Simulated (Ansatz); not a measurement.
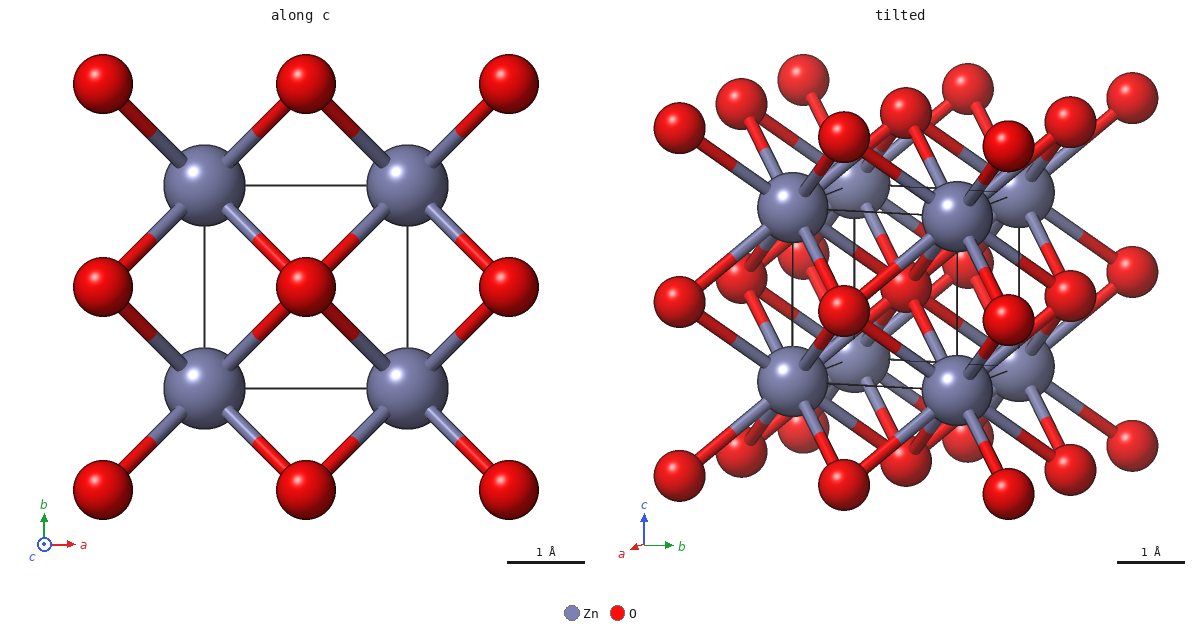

Ball-and-stick model, viewed along the c axis and slightly off an axis. Lines trace the edges of the conventional unit cell. A few atoms beyond the faces are included.

ZnO, space group Pm-3m (No. 221), a = 2.65 Å, b = 2.65 Å, c = 2.65 Å, α = 90.00°, β = 90.00°, γ = 90.00°.

The numbers come from DFT, HSE06, plane waves, PAW (Ansatz), using plane waves to 420 eV, a 4×4×4 sampling of the Brillouin zone, Fermi-Dirac smearing of 0.02 eV, no spin polarisation.

Is the electronic structure metallic or gapped?

A semiconductor at this level, with a gap of 0.88 eV, indirect; the smallest direct gap is 2.20 eV.

What is the pressure at this volume?

The computed pressure is 0.0 GPa, close to zero.

It goes back to a structure type filled with these elements by a generator (whether the compound takes this form wasn't checked). Earlier steps of the study may have refined or changed the cell and positions. A calculation with Ansatz used it as input.
